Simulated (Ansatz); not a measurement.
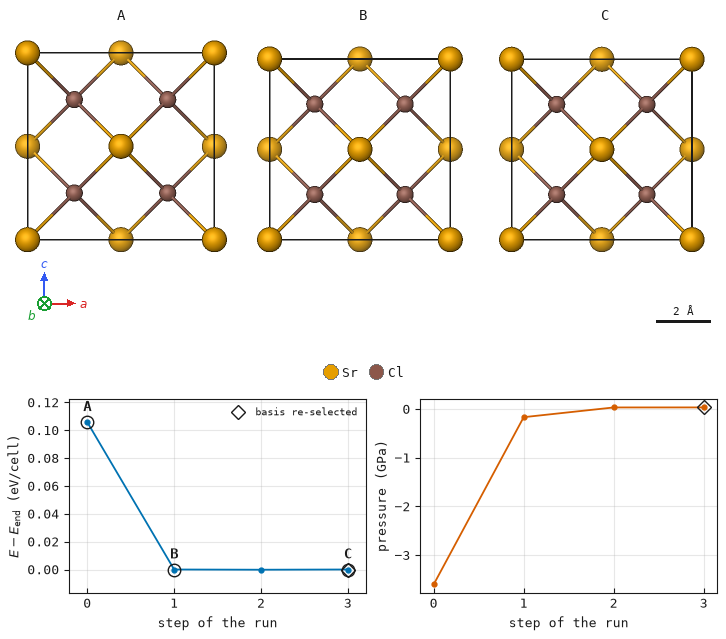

Frames of a relaxation of a crystal of SrCl2 (built on the measured structure type), marked on the history of the run. A ball-and-stick model of the conventional cell (4 times the calculation's cell), seen along the b axis. Lengths and directions refer to the drawn axes.

The calculation used DFT, LDA, plane waves, PAW (Ansatz 0.2.0).

Input
```yaml
crystal:
  lattice:
    - [0.0, 3.5192138322, 3.5192138322]
    - [3.5192138322, 0.0, 3.5192138322]
    - [3.5192138322, 3.5192138322, 0.0]
  atoms:
    - { symbol: Sr, position: [0.0, 0.0, 0.0] }
    - { symbol: Cl, position: [0.25, 0.25, 0.25] }
    - { symbol: Cl, position: [0.75, 0.75, 0.75] }
kpoints:
  mp_grid: { grid: [6, 6, 6] }
hamiltonian:
  xc: lda
scf:
  occupations: { method: fermi_dirac, width: 0.02 }
relax:
  f_tol: 0.005
  cell: {}
```

Run as
```bash
ansatz run input.yaml --threads 2 --pin off --max-ram 2211MiB --backend cpu --events-out ev --progress --plain --runs-dir out
```

> Describe the path.

After 2 accepted moves (3 points after the start) the energy has fallen by 0.106 eV per cell of the calculation. All forces vanish by symmetry, so only the cell relaxes. Pressure: −3.60 GPa at the start and 0.03 GPa at the end. The SCF was repeated once at an unchanged geometry on a basis and grid sized afresh for the cell, which shifted the energy by 0.2 meV per cell of the calculation at most. No atom moves by more than 0.005 Å relative to the cell. The volume changes by −9.9 %, with a = b = c 7.038 → 6.798 Å (−3.4 %). Near-neighbour distances that change, for instance: Sr1–Cl2 3.048 → 2.944 Å. The space group stays Fm-3m (No. 225). The run took 2.5 s on 2 threads of Arm Neoverse V2, on a shared host, peak memory 0.31 GiB. From step 0 to 1: volume −9.5 %, energy −0.106 eV per cell of the calculation. From step 1 to 3: volume −0.5 %, energy +0.0 meV per cell of the calculation.

```json
{"step": "0", "E − E(0), meV/atom": "0.00", "pressure, GPa": "-3.60", "volume, Å³/atom": "29.057", "note": ""}
{"step": "1", "E − E(0), meV/atom": "-35.28", "pressure, GPa": "-0.17", "volume, Å³/atom": "26.304", "note": ""}
{"step": "2", "E − E(0), meV/atom": "-35.33", "pressure, GPa": "0.03", "volume, Å³/atom": "26.184", "note": ""}
{"step": "3", "E − E(0), meV/atom": "-35.28", "pressure, GPa": "0.03", "volume, Å³/atom": "26.184", "note": "same geometry, new basis"}
```
